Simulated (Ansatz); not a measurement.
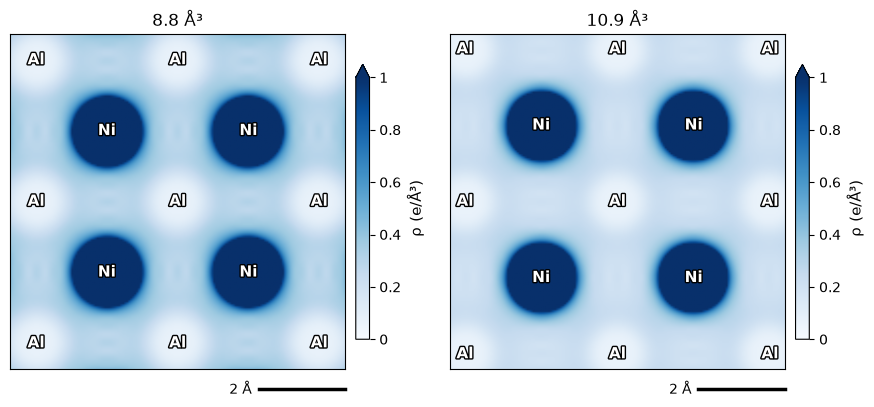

AlNi₃. The valence pseudo-density of cells scaled evenly to different volumes (given per atom above each panel), on the (100) plane of each (indices in the axes of the cell below), at one length scale and on one colour scale.

A structure from a database of computed crystals, not necessarily the ambient phase; the program warned that a starting moment wasn't kept; spin-polarised, but the moments vanished.

The calculation used DFT, PBE, PAW with Ansatz's default frozen-core files, scalar-relativistic (Ansatz).

In a PAW calculation such maps are meaningful between the atoms, not at the nuclei.

The largest cell:

```
Al Ni
1.0
     3.52305    0.00000    0.00000
     0.00000    3.52305    0.00000
     0.00000    0.00000    3.52305
Al Ni
1 3
Direct
  0.00000 0.00000 0.00000
  0.00000 0.50000 0.50000
  0.50000 0.00000 0.50000
  0.50000 0.50000 0.00000
```

| volume (Å³/atom) | Al–Ni contact in the plane (Å) | ρ at its midpoint (e/Å³) | pressure (GPa) | 
| --- | --- | --- | --- |
| 8.75 | 2.313 | 0.411 | 85.3 | 
| 9.40 | 2.369 | ? | ? | 
| 10.93 | 2.491 | 0.305 | 7.3 | 

Q: What values belong in the row with question marks?

A: Over the known rows ln ρ falls by 1.68 per Å of Al–Ni distance (the line through the two), which gives 0.374 e/Å³ at 2.369 Å; the calculation gives 0.373 e/Å³. For the pressure, a straight line in volume between the neighbouring rows gives 62.0 GPa; the calculation gives 52.5, lower because pressure rises ever faster on compression.
